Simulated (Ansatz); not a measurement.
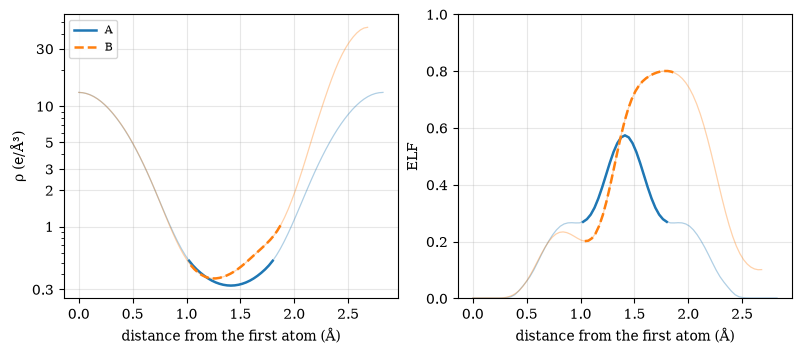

The picture shows: InSe. Valence charge density (pseudo) and ELF along straight lines between neighbouring atoms. Thin, pale parts lie inside the atomic spheres.

Space group P6₃/mmc; a structure generated by program, which may or may not match a known phase.

Computed with DFT PBE, scalar-relativistic, plane waves, PAW (Ansatz 0.2.0).

In a PAW calculation such maps are meaningful between the atoms, not at the nuclei.

> Which curve belongs to which contact (In–In and In–Se)? The first atom named is at distance zero.

Curve A: In–In (2.82 Å): ρ is about 0.32 e/Å³ halfway; the ELF reaches about 0.55 near the midpoint. Curve B: In–Se (2.68 Å): the density is about 0.38 e/Å³ at the midpoint; the ELF is about 0.50 at the midpoint.
